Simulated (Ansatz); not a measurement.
**A series of single points on VO2**

System: VO2 (6 atoms in the cell).
Method: Kohn-Sham DFT of a periodic cell, BLYP with D3(BJ), Ansatz PAW, spin-polarised (Ansatz 0.2.0).

The 7 runs differ only in the geometry, by an even scaling of the cell at fixed fractional positions. The structure derives from a Materials Project entry.

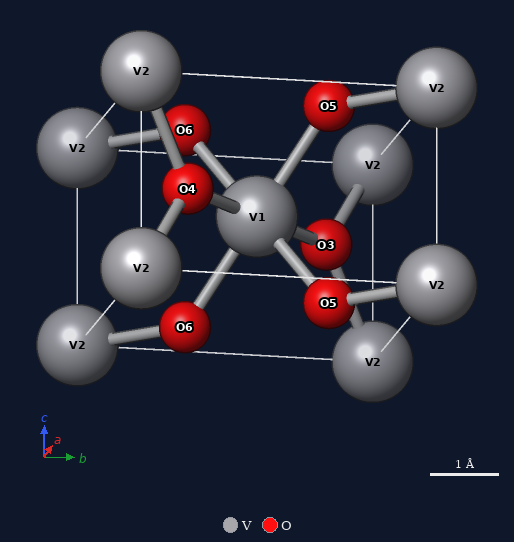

Figure 1. The structure of run 4 (ball-and-stick view of the cell of the calculation, seen at an oblique angle; atoms are numbered from 1 in the order of the input).

## Input of run 4
```yaml
crystal:
  lattice:
    - [4.5072020454, 0.0, 0.0]
    - [0.0, 4.5072020454, 0.0]
    - [0.0, 0.0, 3.04445]
  atoms:
    - { symbol: V, position: [0.5, 0.5, 0.5], spin: 2.0 }
    - { symbol: V, position: [0.0, 0.0, 0.0], spin: 2.0 }
    - { symbol: O, position: [0.200358, 0.799642, 0.5] }
    - { symbol: O, position: [0.799642, 0.200358, 0.5] }
    - { symbol: O, position: [0.700358, 0.700358, 0.0] }
    - { symbol: O, position: [0.299642, 0.299642, 0.0] }
hamiltonian:
  xc: blyp
  pseudopotentials: { kind: paw }
  dispersion: d3bj
magnetization:
  spin_polarized: true
kpoints:
  mp_grid: { grid: [6, 6, 9] }
scf:
  occupations: { method: fermi_dirac, width: 0.05 }
output:
  forces: true
  stress: true
  eigenvalues: true
```

Command:
```bash
ansatz run input.yaml --threads 2 --pin off --max-ram 5120MiB --backend cpu --events-out ev --progress --plain --runs-dir out
```

Run 3 differs from it as follows:
```diff
-    - [4.5072020454, 0.0, 0.0]
-    - [0.0, 4.5072020454, 0.0]
-    - [0.0, 0.0, 3.04445]
+    - [4.4769514558, 0.0, 0.0]
+    - [0.0, 4.4769514558, 0.0]
+    - [0.0, 0.0, 3.024016834]
```

## Results, with one run withheld

```tsv
run	volume per atom (Å³)	free energy per atom, from the lowest run given (meV)	pressure (GPa)
1	9.689	1.09	3.47
2	9.896	0.00	−1.79
3	10.102	?	?
4	10.308	16.50	−10.67
5	10.514	32.67	−14.40
6	10.720	53.36	−17.72
7	10.926	78.13	−20.67
```

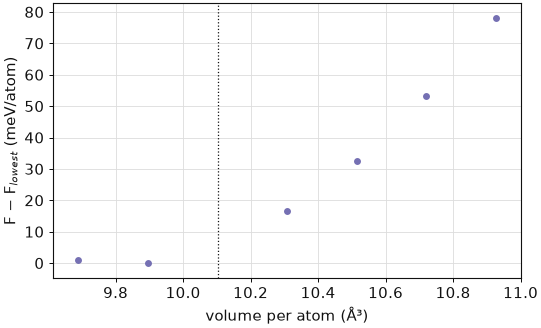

Figure 2. Free energy per atom of the runs given; the dotted line marks run 3.

Estimate the energy of run 3 from the others.

A cubic polynomial in V^(−2/3) (the Birch–Murnaghan form), fitted to the 6 runs given, misses them by at most 0.02 meV per atom. With x = V^(−2/3) − 0.21088 Å⁻², it reads F = 17.728 − 5058.8 x + 3.4979e+05 x² + 4.6974e+05 x³ (meV per atom). At run 3 it gives 5.39 meV per atom, and the run itself gives 5.40. The slope of the fit gives a pressure −dF/dV of −6.49 GPa there, and the run prints −6.48 GPa. The fit has its minimum at 9.824 Å³ per atom, where V d²F/dV² gives 248 GPa. Cell shape and fractional positions are held, so this is the stiffness under even scaling; the relaxed bulk modulus wasn't computed.

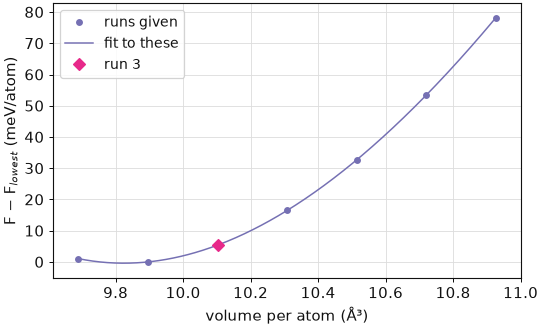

Figure 3. The fit and the withheld run.

## Output, shortened to warnings, some set-up lines, iterations and results (run 3)
```
Basis set: ecut = 420 eV, 1195 PW (Γ), exchange–correlation on 60×60×48 points (8 copies of the dense FFT grid, shifted against one another)
Symmetry: 16 space group operations
k-points: 50 of 324
Initial density: superposition of atomic densities (chi_scale 0.1, normalization cell, long waves kept (reshape's long-wave potential 0.00 eV rms))
[...]
SCF iter   1: F=—  HF=-8124.251554 eV  |F-HF|=—  |Δ(HF+E_count)|=         —  Δρ=5.35e-2 (↑4.62e-2 ↓5.35e-2)  dr2=2.25e0  dr2_m=8.37e-1  M=2.000 μB ∫|m|=2.420 μB  β_m=0.30  …
SCF iter   2: F=—  HF=-8123.281771 eV  |F-HF|=—  |Δ(HF+E_count)|=   9.70e-1  Δρ=3.91e-2 (↑2.66e-2 ↓3.91e-2)  dr2=9.33e-1  dr2_m=3.96e-1  M=2.000 μB ∫|m|=2.468 μB  β_m=0.53  …
SCF iter   3: F=—  HF=-8123.079091 eV  |F-HF|=—  |Δ(HF+E_count)|=   2.03e-1  Δρ=1.29e-2 (↑9.40e-3 ↓1.29e-2)  dr2=2.33e-1  dr2_m=2.83e-2  M=2.000 μB ∫|m|=2.490 μB  β_m=0.67  …
SCF iter   4: F=—  HF=-8123.030773 eV  |F-HF|=—  |Δ(HF+E_count)|=   4.83e-2  Δρ=3.48e-3 (↑3.48e-3 ↓3.03e-3)  dr2=3.58e-2  dr2_m=3.27e-4  M=2.000 μB ∫|m|=2.481 μB  β_m=0.84  …
SCF iter   5: F=—  HF=-8123.031565 eV  |F-HF|=—  |Δ(HF+E_count)|=   7.92e-4  Δρ=2.22e-3 (↑2.22e-3 ↓1.62e-3)  dr2=7.51e-3  dr2_m=1.46e-4  M=2.000 μB ∫|m|=2.454 μB  β_m=0.89  …
SCF iter   6: F=—  HF=-8123.033474 eV  |F-HF|=—  |Δ(HF+E_count)|=   1.91e-3  Δρ=4.31e-4 (↑4.31e-4 ↓3.44e-4)  dr2=3.06e-4  dr2_m=7.30e-6  M=2.000 μB ∫|m|=2.453 μB  β_m=0.95  …
SCF iter   7: F=—  HF=-8123.033599 eV  |F-HF|=—  |Δ(HF+E_count)|=   1.25e-4  Δρ=3.46e-4 (↑3.46e-4 ↓2.66e-4)  dr2=2.32e-4  dr2_m=1.33e-6  M=2.000 μB ∫|m|=2.453 μB  β_m=0.97  …
SCF iter   8: F=—  HF=-8123.033614 eV  |F-HF|=—  |Δ(HF+E_count)|=   1.50e-5  Δρ=1.00e-4 (↑1.00e-4 ↓5.26e-5)  dr2=9.36e-6  dr2_m=8.44e-7  M=2.000 μB ∫|m|=2.451 μB  β_m=0.99  …
SCF iter   9: F=—  HF=-8123.033657 eV  |F-HF|=—  |Δ(HF+E_count)|=   4.32e-5  Δρ=2.25e-5 (↑2.25e-5 ↓1.41e-5)  dr2=4.68e-7  dr2_m=4.84e-8  M=2.000 μB ∫|m|=2.452 μB  β_m=0.99  …
SCF iter  10: F=—  HF=-8123.033657 eV  |F-HF|=—  |Δ(HF+E_count)|=   7.91e-8  Δρ=5.42e-6 (↑5.42e-6 ↓2.44e-6)  dr2=2.76e-8  dr2_m=1.83e-9  M=2.000 μB ∫|m|=2.452 μB  β_m=1.00  …
SCF iter  11: F=-8123.033657 eV  HF=-8123.033657 eV  |F-HF|=8.73e-11  |Δ(HF+E_count)|=   2.19e-9  Δρ=6.78e-7 (↑6.78e-7 ↓5.51e-7)  dr2=4.52e-10  dr2_m=3.68e-11  M=2.000 μB …
SCF 1 converged in 11 iterations: F = -8123.033657 eV  dr2 = 4.52e-10
SCF converged after 11 iterations
Magnetization: 2.0000 μB (26.0000 up, 24.0000 down)
Absolute magnetization: 2.4518 μB (∫|ρ↑−ρ↓|, with the PAW one-centre terms)
Spin contamination: 0.0388 ħ² per cell (⟨S²⟩ above its minimum at these occupations)
Per-site moments (μB) at R_I (Å): [(0.8438602275292255, 0.7825714921308722), (0.8438602275292253, 0.7825714921308722), (-0.050008097235051396, 0.7825714921308722), (-0.050008097235051154, 0.7825714921308722), (-0.05000809723505142, 0.7825714921308722), (-0.050008097235051355, 0.7825714921308724)]
Free energy (F): -8123.033657 eV
Harris-Foulkes:  -8123.033657 eV  (|F-HF|=8.73e-11)
Internal energy: -8122.988644 eV  (E = F + TS)
E sigma→0 (E₀):  -8123.011151 eV
Entropy (-TS):   -0.045013 eV (-7.502 meV/atom)
Fermi energy:    10.785791 eV
--- Per-component energies (eV) ---
  E_band       = -442.530100
  E_kinetic    = 1367.851941
  E_local      = -3568.373827  (includes V_loc(G=0)·N_el)
  E_nonlocal   = 95.324542
  E_hartree    = 1443.392793
  E_xc         = -548.505648
  E_vxc        = -695.684694  (∫ρ·V_xc dr)
  E_paw        = -2879.967028  (= ΣΔE_a)
  E_vpaw       = -528.443560  (= ΣTr[D̂ρ^β])
  E_aug_tail   = 0.010589  (compensation charges beyond the density's cutoff)
  E_ewald      = -4029.730368
  E_disp       = -3.034420  (pairwise vdW)
  E_core_change = 0.042783  (= ΣΔE_core)
  E_smearing   = -0.045013  (= −TS)
  E_closure    = -0.000000  (closes the sum)
  Σ components = -8123.033657   (vs F -8123.033657, Δ=0.00e0)
--- Forces (eV/Å), atoms counted from 1 ---
  atom   1  V      0.00000000    -0.00000000    -0.00000000
  atom   2  V      0.00000000    -0.00000000     0.00000000
  atom   3  O     -0.12941661     0.12941661     0.00000000
  atom   4  O      0.12941661    -0.12941661    -0.00000000
  atom   5  O     -0.12941661    -0.12941661     0.00000000
  atom   6  O      0.12941661     0.12941661    -0.00000000
  max |Σ_I F_I| component: 8.33e-17 eV/Å
--- Stress (GPa, compression-positive) ---
       -0.802219       0.000000       0.000000
        0.000000      -0.802219       0.000000
        0.000000       0.000000     -17.850200
  P = ⅓ Tr σ = -6.4849 GPa (-64.849 kbar)
```

Notes: Points of doubt noted for this run: forces on files of another functional.
